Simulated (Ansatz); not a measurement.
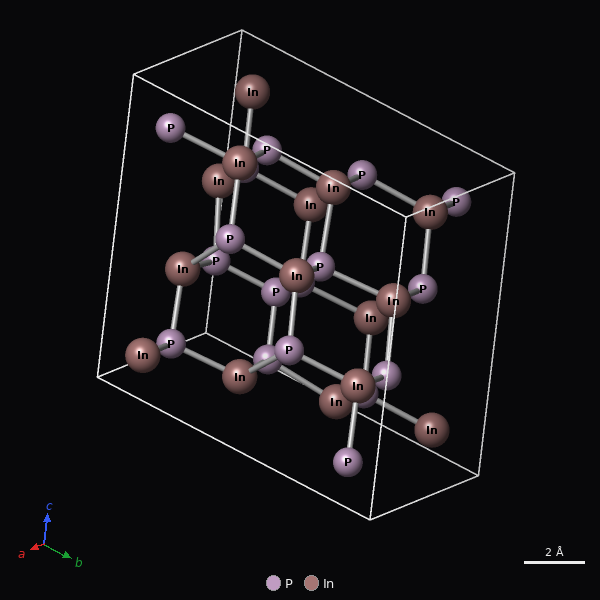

Ball-and-stick model, viewed slightly off an axis. The frame is the supercell; atoms at its boundary are shown with their periodic copies. The host is InP, in a cell of 32 sites, and the cell carries a charge of +2.

Which defect is modelled here, and what are its neighbours?

Answer. Phosphorus on an indium site (an antisite). It is bonded to four P in a tetrahedral arrangement at about 2.3 Å.

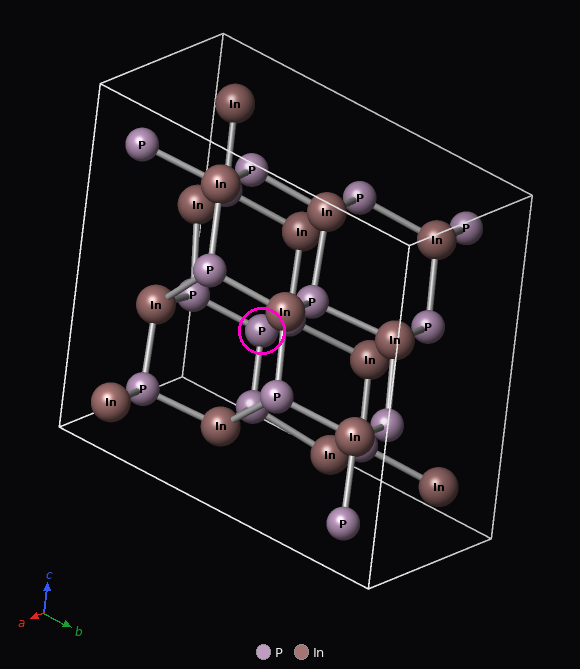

The same cell with a ring at the defect's site.

The atoms were relaxed in the host's cell with Ansatz, DFT PBE, scalar-relativistic, plane waves, PAW.
